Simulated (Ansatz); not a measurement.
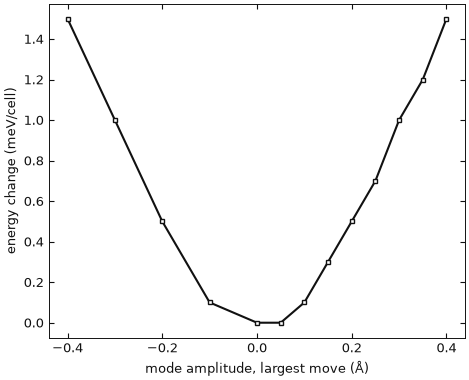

The figure shows the energy change against mode amplitude for WS₂, space group P6_3/mmc (No. 194).

Structure:
```
CELL_PARAMETERS angstrom
3.18778 0.00000 0.00000
-1.59389 2.76070 0.00000
0.00000 0.00000 14.77497
ATOMIC_POSITIONS crystal
W 0.33333 0.66667 0.25000
W 0.66667 0.33333 0.75000
S 0.33333 0.66667 0.64367
S 0.66667 0.33333 0.14367
S 0.33333 0.66667 0.85633
S 0.66667 0.33333 0.35633
```

Displacement pattern for amplitude 1 (x, y, z for each atom, in the order of the cell):
```
atom      x     y     z
  W1   1.00  0.00  0.00
  W2  -1.00  0.00  0.00
  S3  -1.00  0.00  0.00
  S4   1.00  0.00  0.00
  S5  -1.00  0.00  0.00
  S6   1.00  0.00  0.00
```

Computed with Ansatz 0.2.0: a normal mode of the cell frozen into a crystal at growing amplitude, by plane-wave density functional theory with PAW datasets, free energies less that of the undisturbed cell, pressure positive in compression; scalar-relativistic. Level: PBE, no spin polarisation.

wave cutoff 420 eV; k mesh 12×12×2; occupations Gaussian; smearing width 0.05 eV; k shift (0, 0, 0) (mesh steps); start relaxed.

The points at mode amplitude −0.3, −0.1, 0.2 and 0.4 follow from computed ones by symmetry.

From this curve and the settings, what does the calculation give for the force along the mode, pressure and gap on the k mesh at the same points?

The force along the mode falls from 0.0060 eV/Å at mode amplitude −0.40 Å to −0.0060 eV/Å at 0.40 Å, and changes sign near 0.00 Å. The pressure goes from 0.021 GPa at mode amplitude −0.40 Å to 0.021 GPa at 0.40 Å, not monotonically, with a low of 0.008 GPa at 0.00 Å. The gap on the k mesh stays open and runs from 1.614 eV at mode amplitude −0.40 Å to 1.614 eV at 0.40 Å, with its largest value, 1.617 eV, at −0.10 Å.

```json
{"mode amplitude, largest move (Å)": "-0.40", "force along the mode (eV/Å)": "0.0060", "pressure (GPa)": "0.021", "gap on the k mesh (eV)": "1.614"}
{"mode amplitude, largest move (Å)": "-0.30", "force along the mode (eV/Å)": "0.0056", "pressure (GPa)": "0.016", "gap on the k mesh (eV)": "1.615"}
{"mode amplitude, largest move (Å)": "-0.20", "force along the mode (eV/Å)": "0.0044", "pressure (GPa)": "0.012", "gap on the k mesh (eV)": "1.616"}
{"mode amplitude, largest move (Å)": "-0.10", "force along the mode (eV/Å)": "0.0022", "pressure (GPa)": "0.009", "gap on the k mesh (eV)": "1.617"}
{"mode amplitude, largest move (Å)": "0.00", "force along the mode (eV/Å)": "0.0000", "pressure (GPa)": "0.008", "gap on the k mesh (eV)": "1.617"}
{"mode amplitude, largest move (Å)": "0.05", "force along the mode (eV/Å)": "-0.0012", "pressure (GPa)": "0.008", "gap on the k mesh (eV)": "1.617"}
{"mode amplitude, largest move (Å)": "0.10", "force along the mode (eV/Å)": "-0.0022", "pressure (GPa)": "0.009", "gap on the k mesh (eV)": "1.617"}
{"mode amplitude, largest move (Å)": "0.15", "force along the mode (eV/Å)": "-0.0034", "pressure (GPa)": "0.010", "gap on the k mesh (eV)": "1.617"}
{"mode amplitude, largest move (Å)": "0.20", "force along the mode (eV/Å)": "-0.0044", "pressure (GPa)": "0.012", "gap on the k mesh (eV)": "1.616"}
{"mode amplitude, largest move (Å)": "0.25", "force along the mode (eV/Å)": "-0.0052", "pressure (GPa)": "0.014", "gap on the k mesh (eV)": "1.616"}
{"mode amplitude, largest move (Å)": "0.30", "force along the mode (eV/Å)": "-0.0056", "pressure (GPa)": "0.016", "gap on the k mesh (eV)": "1.615"}
{"mode amplitude, largest move (Å)": "0.35", "force along the mode (eV/Å)": "-0.0060", "pressure (GPa)": "0.019", "gap on the k mesh (eV)": "1.615"}
{"mode amplitude, largest move (Å)": "0.40", "force along the mode (eV/Å)": "-0.0060", "pressure (GPa)": "0.021", "gap on the k mesh (eV)": "1.614"}
```
